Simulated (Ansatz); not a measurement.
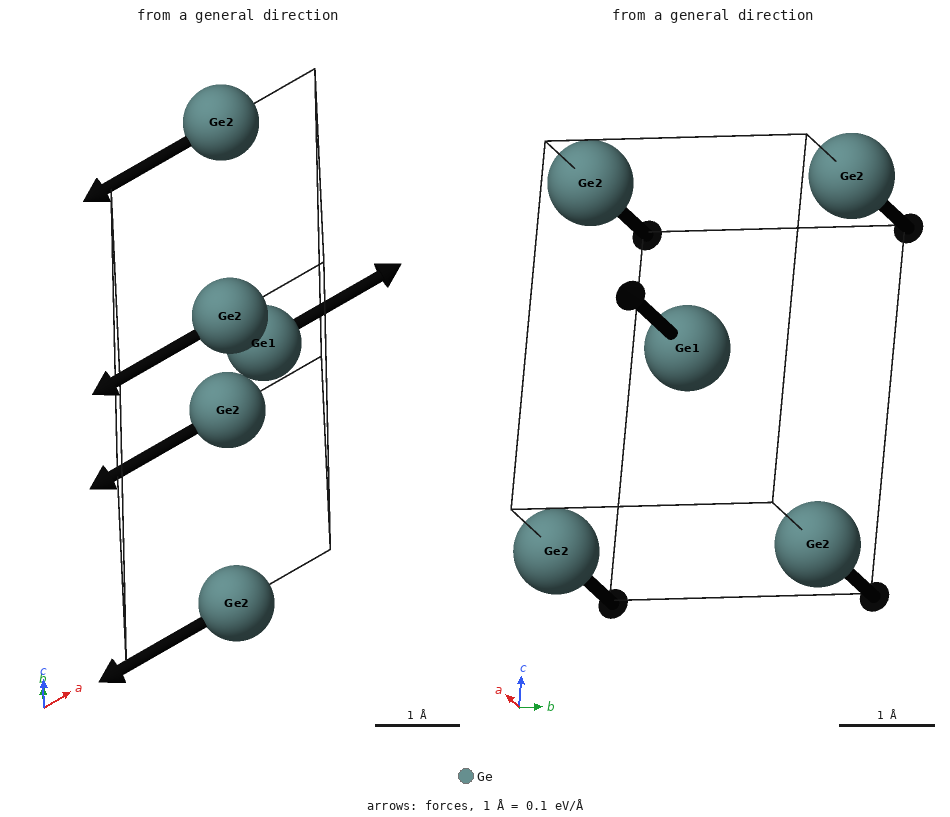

The crystal in a spheres-only representation, seen from two general directions. Thin lines show the cell (the run's own, in a reduced setting), with boundary atoms drawn in all their periodic places. The arrows are the computed forces on the atoms.

System: Ge. The calculation used DFT r2SCAN, scalar-relativistic, plane waves, PAW (Ansatz 0.2.0), with an energy cutoff of 500 eV, k-points about 0.11 Å⁻¹ apart, Gaussian smearing of 0.15 eV, no spin polarisation.

**Is the structure at rest?**

No. The atoms still feel forces of up to about 0.15 eV/Å, above a usual threshold of 0.01 to 0.03 eV/Å.

**Name the atom under the greatest force.**

Ge1 and Ge2, about 0.15 eV/Å.

Origin of the cell: a structure listed in the Materials Project. The cell was then strained or its atoms displaced on purpose. A calculation with Ansatz used it as input.
